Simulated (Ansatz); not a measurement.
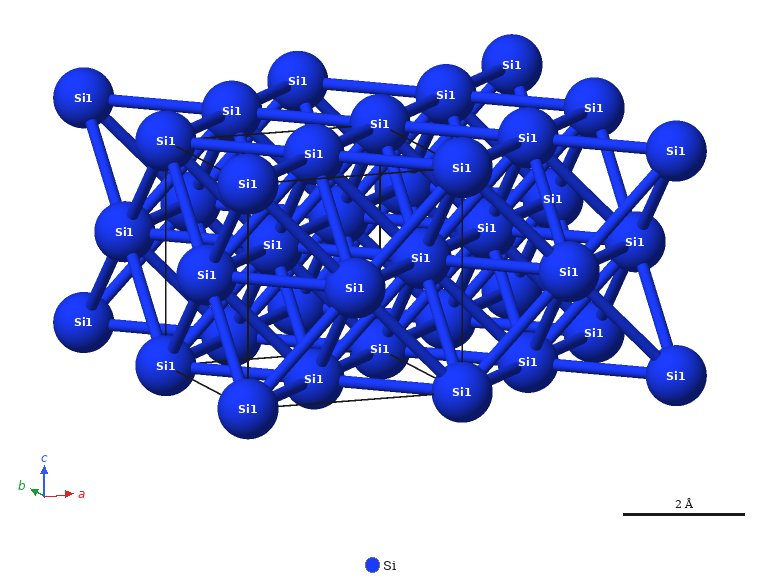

**Figure 1.** The input geometry of run A (ball-and-stick view of the cell 4 times as large as that of the calculation, set on its symmetry axes, repeated 2 × 2 × 1, seen slightly off an axis; atoms are numbered from 1 in the order of the input).

# Si: a changed input and its effect

System: Si (1 atom in the cell).
Method of run A: DFT PBEsol, scalar-relativistic, plane waves, PAW, no spin polarisation (Ansatz 0.2.0).

The structure derives from a Materials Project entry. Text and figures count atoms from 1; the logs count them from 0 in places.

Input, run A:
```yaml
crystal:
  lattice:
    - [0.0, 1.9108305409, 1.9108305409]
    - [1.9108305409, 0.0, 1.9108305409]
    - [1.9108305409, 1.9108305409, 0.0]
  atoms:
    - { symbol: Si, position: [0.0, 0.0, 0.0] }
basis:
  ecutwfc: 420
  ecutrho_ratio: 4
kpoints:
  mp_grid: { grid: [20, 20, 20] }
hamiltonian:
  xc: pbesol
scf:
  occupations: { method: gaussian, width: 0.05 }
output:
  forces: true
  stress: true
  eigenvalues: true
```

Command:
```bash
ansatz run input.yaml --threads 1 --pin off --max-ram 2560MiB --backend cpu --events-out ev --progress --plain --runs-dir out
```

Hardware: 1 thread of Intel Xeon @ 2.90GHz (Ice Lake), 192 GiB of memory available, shared host.

Output, shortened to warnings, some set-up lines, iterations and results (run A):
```
Basis set: ecut = 420 eV, 283 PW (Γ), exchange–correlation on 40×40×40 points (8 copies of the dense FFT grid, shifted against one another)
Symmetry: 48 space group operations
k-points: 256 of 8000
Initial density: superposition of atomic densities (neutral atoms: chi_scale 0, normalization atom), corrected by the library's trained network
[...]
SCF iter   1: F=—  HF=-621.089969 eV  |F-HF|=—  |Δ(HF+E_count)|=         —  Δρ=1.89e-3  dr2=3.03e-4  ethr=1.77e-3  ⟨swp⟩=5.2  Hψ=14404  notcnv=0
SCF iter   2: F=—  HF=-621.089918 eV  |F-HF|=—  |Δ(HF+E_count)|=   5.15e-5  Δρ=9.08e-4  dr2=6.64e-5  ethr=7.57e-6  ⟨swp⟩=1.8  Hψ=3818  notcnv=0
SCF iter   3: F=—  HF=-621.089910 eV  |F-HF|=—  |Δ(HF+E_count)|=   7.53e-6  Δρ=6.87e-5  dr2=5.88e-7  ethr=1.66e-6  ⟨swp⟩=2.0  Hψ=1960  notcnv=0
SCF iter   4: F=-621.089910 eV  HF=-621.089910 eV  |F-HF|=1.17e-8  |Δ(HF+E_count)|=   2.28e-7  Δρ=2.56e-5  dr2=5.66e-8  ethr=1.47e-8  ⟨swp⟩=1.3  Hψ=1555  notcnv=0
SCF iter   5: F=-621.089910 eV  HF=-621.089910 eV  |F-HF|=1.04e-10  |Δ(HF+E_count)|=   7.77e-9  Δρ=1.33e-6  dr2=2.39e-10  ethr=1.41e-9  ⟨swp⟩=2.0  Hψ=1941  notcnv=0
SCF iter   6: F=-621.089910 eV  HF=-621.089910 eV  |F-HF|=7.84e-12  |Δ(HF+E_count)|=  2.27e-10  Δρ=3.35e-7  dr2=1.60e-11  ethr=5.99e-12  ⟨swp⟩=1.6  Hψ=4751  notcnv=0
SCF 1 converged in 6 iterations: F = -621.089910 eV  dr2 = 1.60e-11
SCF converged after 6 iterations
Free energy (F): -621.089910 eV
Harris-Foulkes:  -621.089910 eV  (|F-HF|=7.84e-12)
Internal energy: -621.088987 eV  (E = F + TS)
E sigma→0 (E₀):  -621.089448 eV
Entropy (-TS):   -0.000923 eV (-0.923 meV/atom)
Fermi energy:    11.231214 eV
--- Per-component energies (eV) ---
  E_band       = 21.371892
  E_kinetic    = 41.793018
  E_local      = 3.811435  (includes V_loc(G=0)·N_el)
  E_nonlocal   = 25.421056
  E_hartree    = 0.365240
  E_xc         = -56.013275
  E_vxc        = -48.512662  (∫ρ·V_xc dr)
  E_paw        = -498.295531  (= ΣΔE_a)
  E_vpaw       = -1.871445  (= ΣTr[D̂ρ^β])
  E_aug_tail   = 0.000007  (compensation charges beyond the density's cutoff)
  E_ewald      = -138.202498
  E_core_change = 0.031561  (= ΣΔE_core)
  E_smearing   = -0.000923  (= −TS)
  E_closure    = 0.000000  (closes the sum)
  Σ components = -621.089910   (vs F -621.089910, Δ=0.00e0)
--- Forces (eV/Å), atoms counted from 1 ---
  atom   1  Si    -0.00000000    -0.00000000    -0.00000000
  max |Σ_I F_I| component: 1.64e-32 eV/Å
--- Stress (GPa, compression-positive) ---
        0.563738       0.000000      -0.000000
        0.000000       0.563738       0.000000
       -0.000000       0.000000       0.563738
  P = ⅓ Tr σ = 0.5637 GPa (5.637 kbar)
```

The input of run B differs as follows (lines with − go, lines with + come):
```diff
-    - [0.0, 1.9108305409, 1.9108305409]
-    - [1.9108305409, 0.0, 1.9108305409]
-    - [1.9108305409, 1.9108305409, 0.0]
+    - [0.0, 1.9399528135, 1.9399528135]
+    - [1.9399528135, 0.0, 1.9399528135]
+    - [1.9399528135, 1.9399528135, 0.0]
```

How does run B compare with run A?

With the same functional and potentials, run B lies 5.9 meV per atom higher. The pressure goes from 0.56 to −3.34 GPa. The volume per atom goes from 13.95 to 14.60 Å³. The cell is scaled evenly with the atoms at fixed fractional positions, so −ΔP/Δ ln V estimates the bulk modulus midway between the two volumes: about 86 GPa. The number of SCF iterations is the same.

Output, shortened to warnings, some set-up lines, iterations and results (run B):
```
Basis set: ecut = 420 eV, 283 PW (Γ), exchange–correlation on 40×40×40 points (8 copies of the dense FFT grid, shifted against one another)
Symmetry: 48 space group operations
k-points: 256 of 8000
Initial density: superposition of atomic densities (neutral atoms: chi_scale 0, normalization atom), corrected by the library's trained network
[...]
SCF iter   1: F=—  HF=-621.084065 eV  |F-HF|=—  |Δ(HF+E_count)|=         —  Δρ=1.57e-3  dr2=1.94e-4  ethr=1.77e-3  ⟨swp⟩=5.3  Hψ=14448  notcnv=0
SCF iter   2: F=—  HF=-621.084045 eV  |F-HF|=—  |Δ(HF+E_count)|=   1.96e-5  Δρ=7.65e-4  dr2=4.46e-5  ethr=4.86e-6  ⟨swp⟩=1.9  Hψ=3847  notcnv=0
SCF iter   3: F=—  HF=-621.084042 eV  |F-HF|=—  |Δ(HF+E_count)|=   2.95e-6  Δρ=6.78e-5  dr2=6.60e-7  ethr=1.11e-6  ⟨swp⟩=2.0  Hψ=1959  notcnv=0
SCF iter   4: F=—  HF=-621.084042 eV  |F-HF|=—  |Δ(HF+E_count)|=   2.57e-7  Δρ=3.35e-5  dr2=1.21e-7  ethr=1.65e-8  ⟨swp⟩=1.0  Hψ=1463  notcnv=0
SCF iter   5: F=-621.084042 eV  HF=-621.084042 eV  |F-HF|=1.37e-9  |Δ(HF+E_count)|=   3.40e-8  Δρ=4.32e-6  dr2=2.88e-9  ethr=3.02e-9  ⟨swp⟩=2.0  Hψ=1961  notcnv=0
SCF iter   6: F=-621.084042 eV  HF=-621.084042 eV  |F-HF|=9.74e-11  |Δ(HF+E_count)|=   1.09e-9  Δρ=1.13e-6  dr2=1.99e-10  ethr=7.20e-11  ⟨swp⟩=2.3  Hψ=4859  notcnv=0
SCF 1 converged in 6 iterations: F = -621.084042 eV  dr2 = 1.99e-10
SCF converged after 6 iterations
Free energy (F): -621.084042 eV
Harris-Foulkes:  -621.084042 eV  (|F-HF|=9.74e-11)
Internal energy: -621.083298 eV  (E = F + TS)
E sigma→0 (E₀):  -621.083670 eV
Entropy (-TS):   -0.000744 eV (-0.744 meV/atom)
Fermi energy:    10.572559 eV
--- Per-component energies (eV) ---
  E_band       = 19.490308
  E_kinetic    = 40.817822
  E_local      = 2.229085  (includes V_loc(G=0)·N_el)
  E_nonlocal   = 25.376625
  E_hartree    = 0.433861
  E_xc         = -55.623569
  E_vxc        = -47.999444  (∫ρ·V_xc dr)
  E_paw        = -498.220866  (= ΣΔE_a)
  E_vpaw       = -1.801523  (= ΣTr[D̂ρ^β])
  E_aug_tail   = 0.000007  (compensation charges beyond the density's cutoff)
  E_ewald      = -136.127823
  E_core_change = 0.031561  (= ΣΔE_core)
  E_smearing   = -0.000744  (= −TS)
  E_closure    = -0.000000  (closes the sum)
  Σ components = -621.084042   (vs F -621.084042, Δ=0.00e0)
--- Forces (eV/Å), atoms counted from 1 ---
  atom   1  Si    -0.00000000    -0.00000000    -0.00000000
  max |Σ_I F_I| component: 4.11e-33 eV/Å
--- Stress (GPa, compression-positive) ---
       -3.338645       0.000000       0.000000
       -0.000000      -3.338645      -0.000000
        0.000000      -0.000000      -3.338645
  P = ⅓ Tr σ = -3.3386 GPa (-33.386 kbar)
```

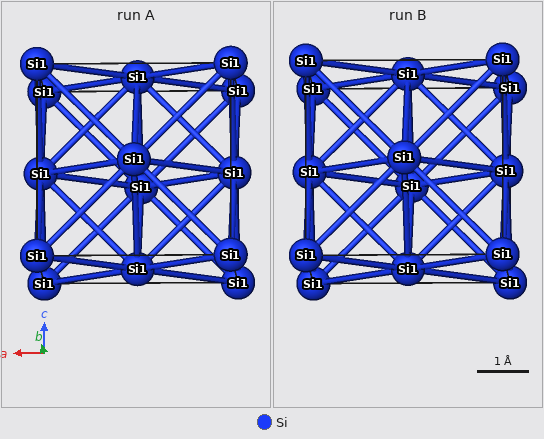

**Figure 2.** The two input geometries at one scale (ball-and-stick view of the cell 4 times as large as that of the calculation, set on its symmetry axes, seen at an oblique angle). The atoms keep their places relative to the cell (all moves are under 0.005 Å). The drawn cell changes as follows: a = b = c 3.822 → 3.880 Å (+1.5 %); the volume changes by +4.6 %. Among the contacts that change: Si1–Si1 2.702 → 2.744 Å.

The two runs side by side:

```csv
quantity,run A,run B
outcome,converged,converged
free energy per atom (eV),−621.0899,−621.0840
"energy per atom, smearing taken to zero (eV)",−621.0894,−621.0837
gap on the mesh (eV),0.00,0.00
pressure (GPa),0.56,−3.34
volume per atom (Å³),13.95,14.60
largest force (eV/Å),0.000,0.000
SCF iterations,6,6
irreducible k-points,256,256
plane waves at Γ,283,283
wall time (shared host),1.4 s,1.6 s
```
